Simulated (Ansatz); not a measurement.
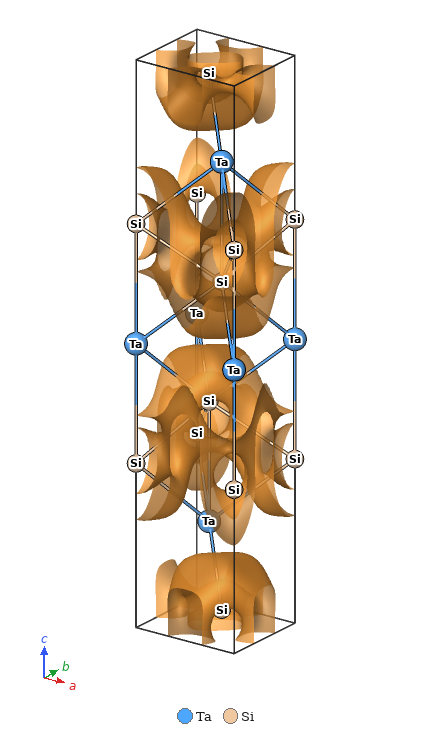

TaSi2. Isosurface of the electron localisation function at 0.6 (orange), seen slightly off an axis. Only the valence region is drawn (cores and ρ < 0.01 e/Å³ removed). Sticks mark near contacts.

Space group R-3m; a structure generated by program, which may or may not match a known phase; computed without spin polarisation.

Method: DFT PBE, scalar-relativistic, plane waves, PAW (Ansatz).

Describe the localisation domains.

Answer. At this value the surface marks out sheets that run through the cell in two directions, counted in one cell of 9 atoms. Any copies at cell faces, edges or corners count once. Profiles from the grid: Si–Si (2.38 Å): the ELF peaks at about 0.85 between the atoms. Ta–Si (2.62 Å): the ELF peaks at about 0.75 in the valence shell of Si, 0.9 Å from its nucleus, and is about 0.40 at the midpoint.
